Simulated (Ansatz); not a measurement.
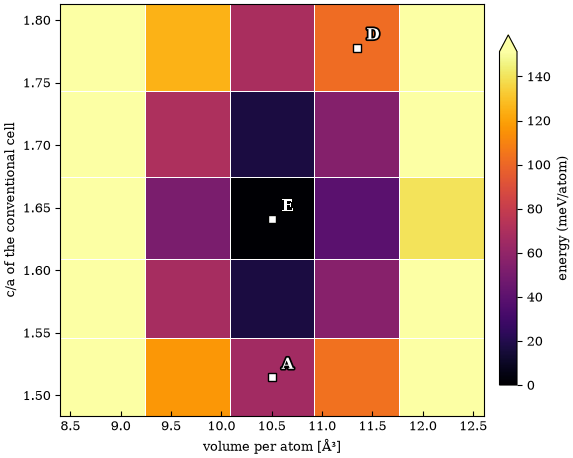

SiC (P6_3mc, No. 186; 4 atoms in the cell). 
- The energy is mapped over volume and the cell's shape.
- Coordinates scanned: (1) volume per atom; (2) c/a of the conventional cell.
- Relaxed at each point: the atoms inside the fixed cell.
- The grid has 5 × 5 points.
- Points are written as (first, second).
- Energies are in meV/atom, from the lowest grid point.
- The calculation used DFT PBE, scalar-relativistic, plane waves, PAW (Ansatz 0.2.0). Settings: cutoff 520 eV, k-mesh 12×12×6 in the order of the run's cell vectors, gaussian smearing 0.05 eV, no spin polarisation.

Drawn: one coloured cell a grid point, one colour for all values above the top of the scale, lettered points.

Question: Is E the lowest point of the computed grid?

Answer: Yes. E, at (10.50 Å³, 1.641), has the lowest energy of the grid.

Question: Rank the lettered points by energy, lowest first.

Answer: E (0 meV/atom), A (66 meV/atom), D (102 meV/atom).

PAW datasets: the set soft_1.
